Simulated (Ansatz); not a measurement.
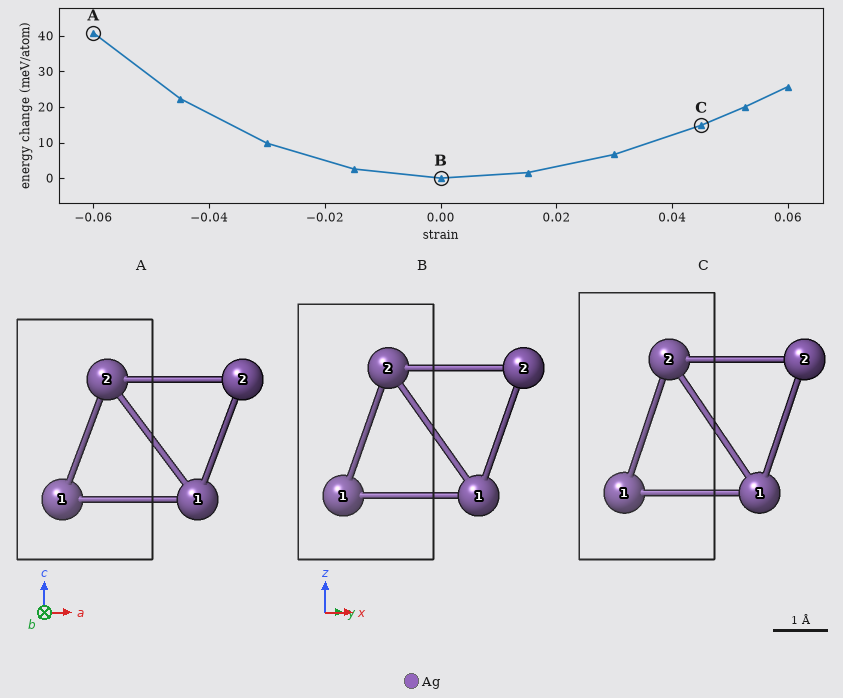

A scan of solid Ag (P6_3/mmc): the cell is strained along z alone, with the atoms kept at their fractional coordinates. x, y and z are the Cartesian axes of the input. The lettered frames are marked on the plot. Style: ball-and-stick. Shown: the cell of the calculation, repeated 2 × 2 × 1 with one cell outlined, along the b axis.

The calculation used DFT r2SCAN, scalar-relativistic, plane waves, PAW in Ansatz 0.2.0. Settings: plane-wave cutoff 500 eV; k-point mesh 24 × 24 × 14; occupations gaussian; smearing width 0.15 eV; no spin polarisation. Energies (free energies at the smearing named) are counted from the relaxed crystal.

Read off the main features of the energy profile.

Of the computed points the lowest is at the strain 0.00, 0.0 meV/atom. The end points stand at 40.8 meV/atom (−0.06) and 25.7 meV/atom (0.06). The curvature at zero strain, (1/V) d²E/dε², is about 170 GPa; it is C₃₃ with clamped ions. The distortion keeps the space group P6_3/mmc. At the strain −0.06 the cell of the drawing goes c 4.748 → 4.463 Å.
